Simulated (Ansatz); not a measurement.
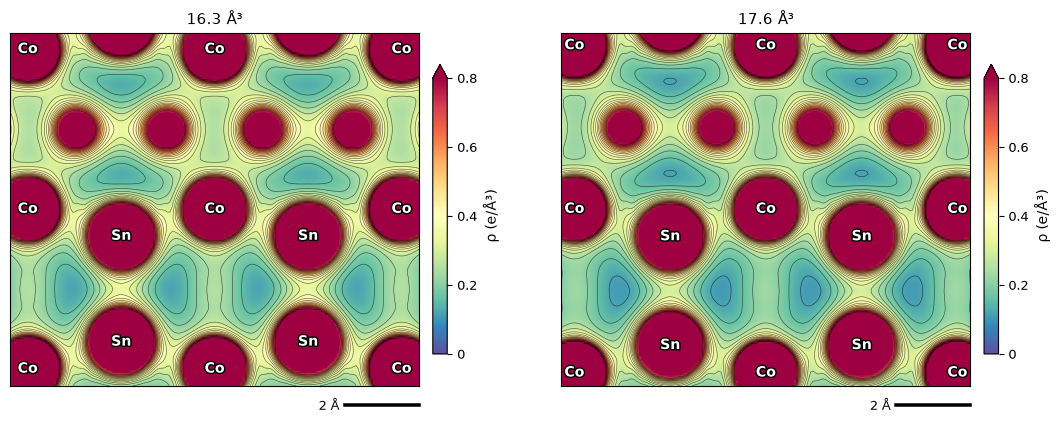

CoSn2. The valence electron density of cells scaled evenly to different volumes (given per atom above each panel), on the (110) plane of each (indices in the axes of the cell below), at one length scale and on one colour scale.

Computed without spin polarisation.

Theory: DFT PBEsol, scalar-relativistic, plane waves, PAW (Ansatz 0.2.0).

The largest cell:

```xyz
6
Lattice="-3.1315 3.1315 2.6908 3.1315 -3.1315 2.6908 3.1315 3.1315 -2.6908" Properties=species:S:1:pos:R:3 pbc="T T T"
Co    0.0000    0.0000    1.3454
Co    0.0000    0.0000    4.0363
Sn    1.0411    4.1726    0.0000
Sn    2.0904    1.0411    0.0000
Sn    2.0904   -1.0411    2.6908
Sn    1.0411    2.0904    2.6908
```

| volume (Å³/atom) | Co–Sn contact in the plane (Å) | ρ at its midpoint (e/Å³) | pressure (GPa) | 
| --- | --- | --- | --- |
| 16.34 | 2.632 | 0.348 | 11.9 | 
| 17.20 | 2.676 | ? | ? | 
| 17.59 | 2.695 | 0.314 | 1.0 | 

What values belong in the row with question marks?

Over the known rows ln ρ falls by 1.63 per Å of Co–Sn distance (the line through the two), which gives 0.324 e/Å³ at 2.676 Å; the calculation gives 0.324 e/Å³. For the pressure, a straight line in volume between the neighbouring rows gives 4.4 GPa; the calculation gives 4.0, lower because pressure rises ever faster on compression.
